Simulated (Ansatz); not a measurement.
System: GaAs5.

The calculation's input:

```
crystal:
  lattice:
    - [4.9659806504, 0.0, 0.0]
    - [-2.4829903252, 4.300665398, 0.0]
    - [0.0, 0.0, 5.8890989245]
  atoms:
    - { symbol: Ga, position: [0.0, 0.0, 0.0] }
    - { symbol: As, position: [0.3333333333, 0.6666666667, 0.7100396765] }
    - { symbol: As, position: [0.3333333333, 0.6666666667, 0.2899603235] }
    - { symbol: As, position: [0.6666666667, 0.3333333333, 0.2899603235] }
    - { symbol: As, position: [0.6666666667, 0.3333333333, 0.7100396765] }
    - { symbol: As, position: [0.0, 0.0, 0.5] }
basis:
  ecutwfc: 420
kpoints:
  mp_grid: { grid: [12, 12, 6] }
hamiltonian:
  xc: pbe
scf:
  occupations: { method: gaussian, width: 0.1 }
output:
  forces: true
  stress: true
  eigenvalues: true
  write_density: true
  write_potential: true
  elf: true
  volumetric_format: npy
relax:
  adjacent_minimum: "off"
  f_tol: 0.01
  max_steps: 80
  cell: { stress_tol: 0.05 }
```

Command:

```sh
ansatz run input.yaml --threads 1 --pin off --max-ram 2560MiB --backend cpu --events-out ev --progress --plain --runs-dir out
```

Below, planes, directions and counts refer to the conventional cell (a = 4.92 Å, b = 4.92 Å, c = 5.92 Å, α = 90.00°, β = 90.00°, γ = 120.00°).

The fields are those of the relaxed geometry.

Space group P6/mmm; a structure generated by program, which may or may not match a known phase.

Method: DFT PBE, scalar-relativistic, plane waves, PAW in Ansatz.

### What can the converged valence pseudo-density and electron localisation function tell about the bonding?

Ga–As (2.96 Å): the density is about 0.2 e/Å³ at the midpoint; the ELF is about 0.35 at the midpoint.

### Metal or insulator at this level of theory?

It is gapless in this calculation (a metal or semimetal).

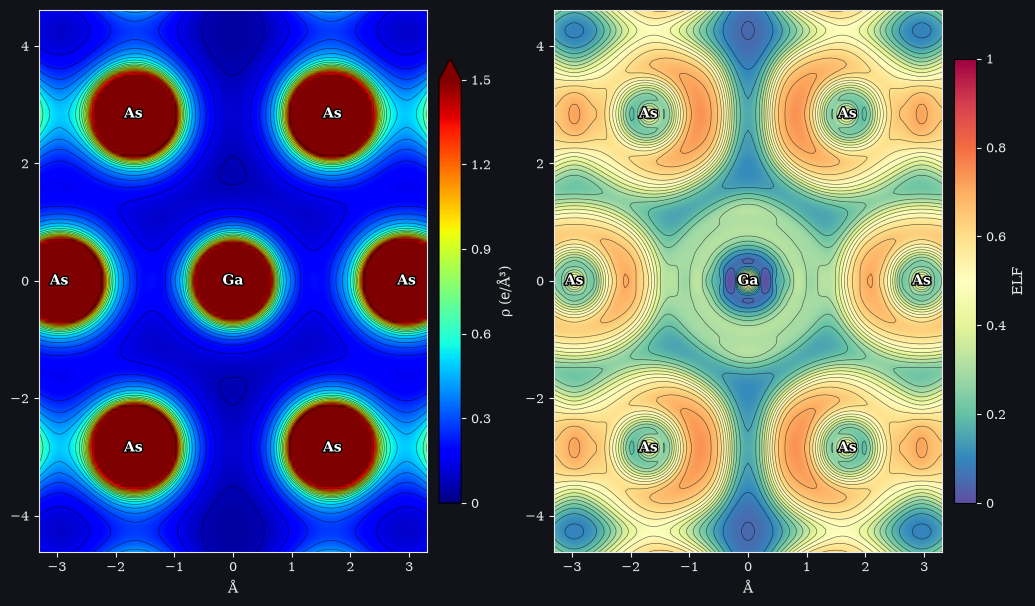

Computed valence pseudo-density and electron localisation function on the (110) plane of the conventional cell, in this order. 

In a PAW calculation such maps are meaningful between the atoms, not at the nuclei.
